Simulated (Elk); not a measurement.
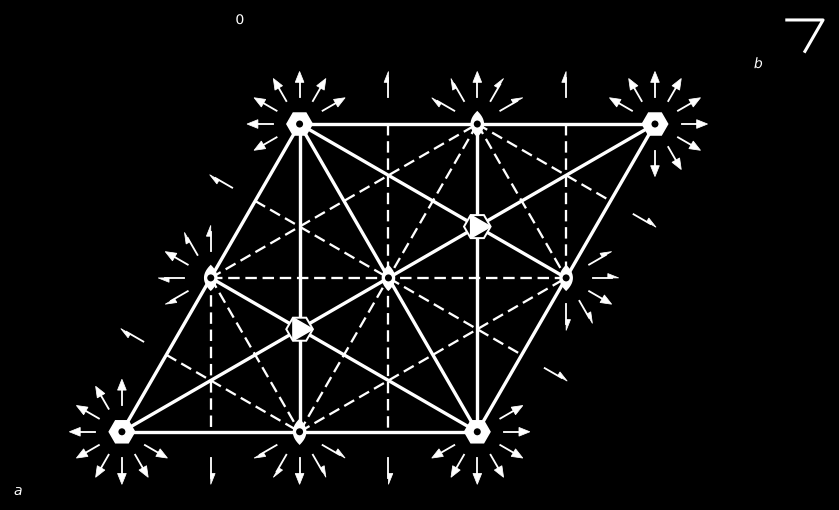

Symmetry elements of a space group, projected down c, computed from the operations of a computed or model structure of composition C.

Symbols follow the International Tables: origin at the upper left, the third axis towards the viewer; heavy, dashed, dotted, dash-dotted and dash-dot-dot lines are mirror, in-plane glide, out-of-plane glide, diagonal (n; with arrows d) and double (e) glide planes seen edge on; arrows at the rim are 2 (full head) and 2₁ (half head) axes in the plane; the corner sign is a plane parallel to the page; fractions are heights. Handed screw axes carry their printed symbol instead of tails.

### Which space group is it?

No. 191, P6/mmm; primitive hexagonal, point group 6/mmm, 24 general positions a cell.

### List the elements shown.

−6 axes along c at (1/3, 2/3), (2/3, 1/3); 6 axes along c at (0, 0); 2 axes along c at (0, 1/2), (1/2, 0), (1/2, 1/2); inversion centres at (0, 0), (0, 1/2), (1/2, 0), (1/2, 1/2); mirror planes holding c and [1 1 0] or [1 2 0] or [2 1 0] or [−1 1 0]; in-plane glide planes holding c and [1 1 0] or [1 2 0] or [2 1 0] or [−1 1 0]; mirror planes normal to a*, at x = 0; b glide planes normal to a*, at x = 1/2; mirror planes normal to b*, at y = 0; a glide planes normal to b*, at y = 1/2; a mirror plane normal to c at height 0; 2 axes along [1 1 0] at height 0; 2 axes along [1 2 0] at height 0; 2 axes along [2 1 0] at height 0; 2 axes along [−1 1 0] at height 0; 2 axes along a at height 0; 2 axes along b at height 0; 2₁ axes along [1 1 0] at height 0; 2₁ axes along [1 2 0] at height 0; 2₁ axes along [2 1 0] at height 0; 2₁ axes along [−1 1 0] at height 0; 2₁ axes along a at height 0; 2₁ axes along b at height 0. Heights repeat every half period; positions are (a, b) fractions, modulo 1.
